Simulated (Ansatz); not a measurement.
A series of calculations on Tl$_{12}$H

### Relaxation

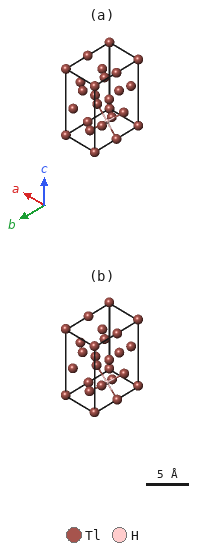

The structure of a defect cell of composition Tl12H before (top) and after (bottom) a relaxation, at one scale.

Style: ball-and-stick. Shown: the cell of the calculation, reduced to other axes, from a free direction. Lengths and directions refer to the drawn axes.

It is an interstitial H in hcp Tl. The run prepares the start of a later molecular dynamics calculation, from a guessed geometry.

The calculation used Ansatz 0.2.0, DFT PBE, scalar-relativistic, plane waves, PAW.

Input file:
```yaml
accuracy: low
crystal:
  lattice:
    - [6.92, 0.0, 0.0]
    - [-5.19, 8.989344, 0.0]
    - [0.0, 0.0, 5.53254]
  atoms:
    - { symbol: Tl, position: [0.0, 0.0, 0.0] }
    - { symbol: Tl, position: [0.1666667, 0.2222222, 0.5] }
    - { symbol: Tl, position: [0.0, 0.3333333, 0.0] }
    - { symbol: Tl, position: [0.1666667, 0.5555556, 0.5] }
    - { symbol: Tl, position: [0.0, 0.6666667, 0.0] }
    - { symbol: Tl, position: [0.1666667, 0.8888889, 0.5] }
    - { symbol: Tl, position: [0.5, 0.0, 0.0] }
    - { symbol: Tl, position: [0.6666667, 0.2222222, 0.5] }
    - { symbol: Tl, position: [0.5, 0.3333333, 0.0] }
    - { symbol: Tl, position: [0.6666667, 0.5555556, 0.5] }
    - { symbol: Tl, position: [0.5, 0.6666667, 0.0] }
    - { symbol: Tl, position: [0.6666667, 0.8888889, 0.5] }
    - { symbol: H, position: [0.3317399, 0.7741908, 0.7611088] }
basis:
  ecutwfc: 420.0
kpoints:
  mp_grid: { grid: [2, 1, 2] }
hamiltonian:
  xc: pbe
scf:
  occupations: { method: fermi_dirac, width: 0.05 }
  lower_state_search: "off"
relax:
  f_tol: 0.08
  max_steps: 25
  adjacent_minimum: "off"
```

Launched with:
```bash
ansatz run input.yaml --threads 1 --pin off --max-ram 3072MiB --backend cpu --events-out ev --progress --plain --runs-dir out
```

> What changed between the two?

The energy falls by 0.120 eV per cell of the calculation in 2 geometry steps. Largest force component: 0.29 eV/Å at the start, 0.067 eV/Å at the end. Tl11 moves most: 0.17 Å along [1 0 2]. By element the largest moves are Tl 0.17 Å, H 0.01 Å. The cell stays as it was. Some distances before and after: Tl5–H13 2.388 → 2.448 Å, Tl12–H13 2.473 → 2.518 Å, Tl11–H13 2.377 → 2.416 Å, Tl6–H13 2.484 → 2.508 Å. Cost: 15 s on 1 thread of Arm Neoverse V2 (shared host), peak memory 0.54 GiB.

Limits of the set-up: the k-point mesh is coarse for a cell with partly filled bands; the program's low-accuracy preset was used; the periodic images lie only 5.5 Å apart, so the values are limited by the cell's size.

### Dynamics

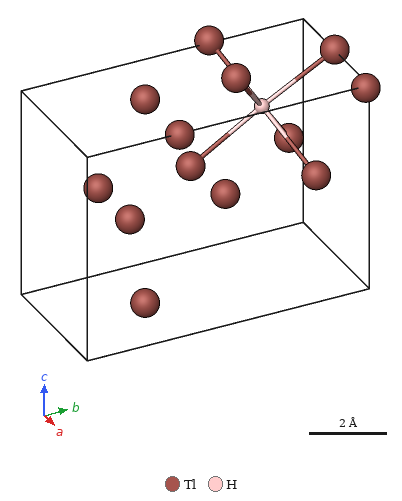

Starting frame of a dynamics run of Tl with an interstitial H (13 atoms in the cell). The picture is a ball-and-stick view of the simulation cell, seen slightly off an axis. Bonds to atoms that aren't drawn are left out.

Method: DFT PBE, scalar-relativistic, plane waves, PAW (Ansatz 0.2.0).

Input
```yaml
accuracy: low
crystal:
  lattice:
    - [6.92, 0.0, 0.0]
    - [-5.19, 8.989344, 0.0]
    - [0.0, 0.0, 5.53254]
  atoms:
    - { symbol: Tl, position: [-0.01402324, -0.00957326, -0.01427707] }
    - { symbol: Tl, position: [0.17641563, 0.23172895, 0.49757041] }
    - { symbol: Tl, position: [-0.00884813, 0.329354, -0.00903299] }
    - { symbol: Tl, position: [0.18020851, 0.55818824, 0.49186137] }
    - { symbol: Tl, position: [-0.00374709, 0.66690022, 0.0106188] }
    - { symbol: Tl, position: [0.18252127, 0.90623471, 0.50783117] }
    - { symbol: Tl, position: [0.485725, -0.00244497, 0.00810331] }
    - { symbol: Tl, position: [0.67610182, 0.22674461, 0.50885823] }
    - { symbol: Tl, position: [0.49072374, 0.32400996, 0.00366388] }
    - { symbol: Tl, position: [0.67974986, 0.56441406, 0.51571316] }
    - { symbol: Tl, position: [0.48372411, 0.64853998, -0.00846793] }
    - { symbol: Tl, position: [0.67068059, 0.88850244, 0.4892154] }
    - { symbol: H, position: [0.33250805, 0.77492526, 0.75945107] }
basis:
  ecutwfc: 420.0
kpoints:
  mp_grid: { grid: [2, 1, 2] }
hamiltonian:
  xc: pbe
scf:
  occupations: { method: fermi_dirac, width: 0.05 }
  lower_state_search: "off"
md:
  timestep: 0.5
  n_steps: 170
  ensemble: nve
  temperature: 1200.0
  initial_velocities: maxwell_boltzmann
  seed: 21164
```

Command:
```bash
ansatz run input.yaml --threads 1 --pin off --max-ram 3072MiB --backend cpu --events-out ev --progress --plain --runs-dir out
```

Q: What does the trajectory do?

A: Over the second half the temperature averages 654 K (spread ±146 K). The potential energy is still drifting at the end, so the run hasn't reached equilibrium. The potential energy in the second half lies on average 65.1 meV per atom above the first frame. In the second half of the run the atoms are, in the root-mean-square, this far from where they began (common drift taken out): H 0.26 Å, Tl 0.22 Å. The run lasts only 85 fs, too short to tell vibration from diffusion.

Along the run (each row but the first and the last is the mean over the interval that it begins):

```csv
time (fs),potential energy (meV/atom),T (K)
0.0,0.0,1200
14.0,9.6,1120
28.0,24.0,999
42.0,43.5,836
56.0,64.7,658
70.0,83.2,503
84.0,90.7,440
```

The paths of the atoms, magnified 2 times:

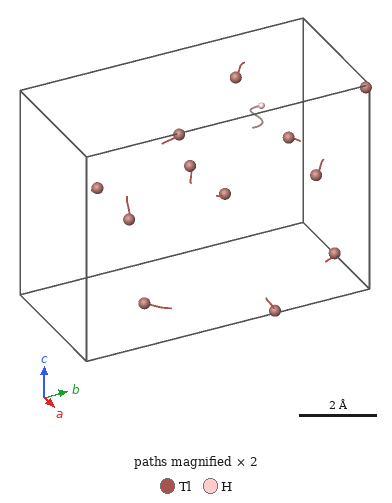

Limits of the set-up: the k-point mesh is coarse for a cell with partly filled bands; the program's low-accuracy preset was used; the periodic images lie only 5.5 Å apart, so the values are limited by the cell's size.

The run took 9.1 min on 1 thread of Arm Neoverse V2 (shared host), peak memory 0.65 GiB.

### Dynamics

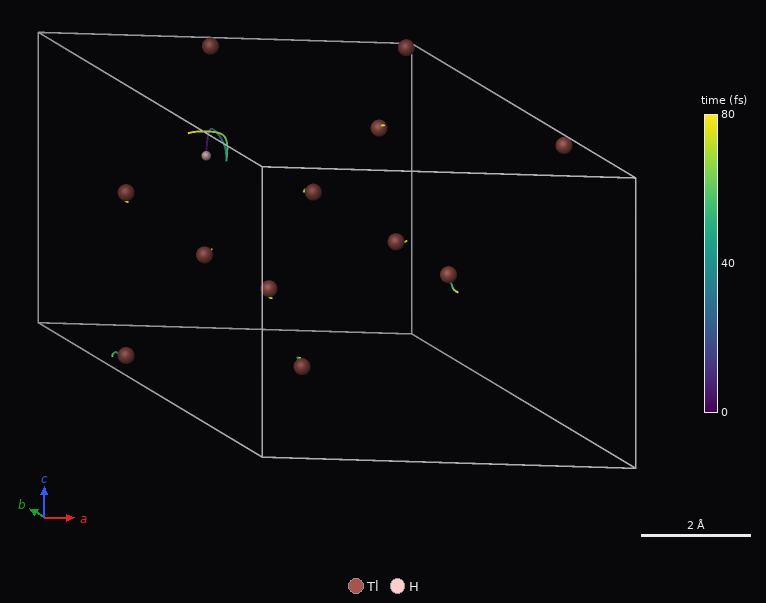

First-principles dynamics of Tl with an interstitial H (13 atoms in the cell), 80 fs long. It starts from the last geometry of an earlier run, with fresh velocities. Lines trace each atom's path, coloured by time; spheres stand at the starting positions. Seen slightly off an axis in the simulation cell.

Level of theory: DFT PBE, scalar-relativistic, plane waves, PAW in Ansatz. Run with plane-wave cutoff 420 eV; k-point mesh 2 × 1 × 2; Fermi-Dirac smearing 0.05 eV; low-accuracy preset; Nosé-Hoover thermostat (NVT); set temperature 840 K; time step 0.5 fs; thermostat time 50.0 fs.

The input:
```yaml
accuracy: low
crystal:
  lattice:
    - [6.92, 0.0, 0.0]
    - [-5.19, 8.989344, 0.0]
    - [0.0, 0.0, 5.53254]
  atoms:
    - { symbol: Tl, position: [-0.01805916, -0.00551548, -0.01227397] }
    - { symbol: Tl, position: [0.15373571, 0.22611087, 0.48127156] }
    - { symbol: Tl, position: [-0.01279683, 0.29908343, -0.0268034] }
    - { symbol: Tl, position: [0.18041067, 0.558533, 0.44508417] }
    - { symbol: Tl, position: [0.02188697, 0.64420042, 0.05249036] }
    - { symbol: Tl, position: [0.18959898, 0.92392142, 0.49059661] }
    - { symbol: Tl, position: [0.45376794, -0.01203422, -0.02414075] }
    - { symbol: Tl, position: [0.63702738, 0.23078757, 0.54624112] }
    - { symbol: Tl, position: [0.52989518, 0.36208637, -0.01384402] }
    - { symbol: Tl, position: [0.68628508, 0.54728627, 0.51494877] }
    - { symbol: Tl, position: [0.50148946, 0.65873091, 0.02607391] }
    - { symbol: Tl, position: [0.67611456, 0.89946718, 0.52232187] }
    - { symbol: H, position: [0.30739602, 0.76300374, 0.69690347] }
basis:
  ecutwfc: 420.0
kpoints:
  mp_grid: { grid: [2, 1, 2] }
hamiltonian:
  xc: pbe
scf:
  occupations: { method: fermi_dirac, width: 0.05 }
  lower_state_search: "off"
md:
  timestep: 0.5
  n_steps: 160
  ensemble: nvt_nose_hoover
  temperature: 840.0
  initial_velocities: maxwell_boltzmann
  seed: 504825
  nose_hoover: { tau: 50.0, chain_length: 1 }
```

Run as
```bash
ansatz run input.yaml --threads 1 --pin off --max-ram 3072MiB --backend cpu --events-out ev --progress --plain --runs-dir out
```

### What do the traces tell about the motion?

In the second half of the run the atoms are, in the root-mean-square, this far from where they began (common drift taken out): H 0.96 Å, Tl 0.20 Å. The run lasts only 80 fs, too short to tell vibration from diffusion. Over the second half the temperature averages 921 K (spread ±23 K). The potential energy in the second half lies on average 13.5 meV per atom below the first frame. The conserved quantity stays between −0.0088 and 0.0088 meV per atom of its start. A straight-line fit has a slope that amounts to −0.0033 meV per atom over 80 fs (under 0.1 % of the mean kinetic energy), and the ripple about it is under 0.1 % of the kinetic energy's fluctuation. With a drift under 2 % and a ripple under 7 %, the integration is accurate.

Limits of the set-up: the k-point mesh is coarse for a cell with partly filled bands; the program's low-accuracy preset was used; the periodic images lie only 5.5 Å apart, so the values are limited by the cell's size.

The run took 10 min on 1 thread of Arm Neoverse V2 (shared host), peak memory 0.65 GiB.
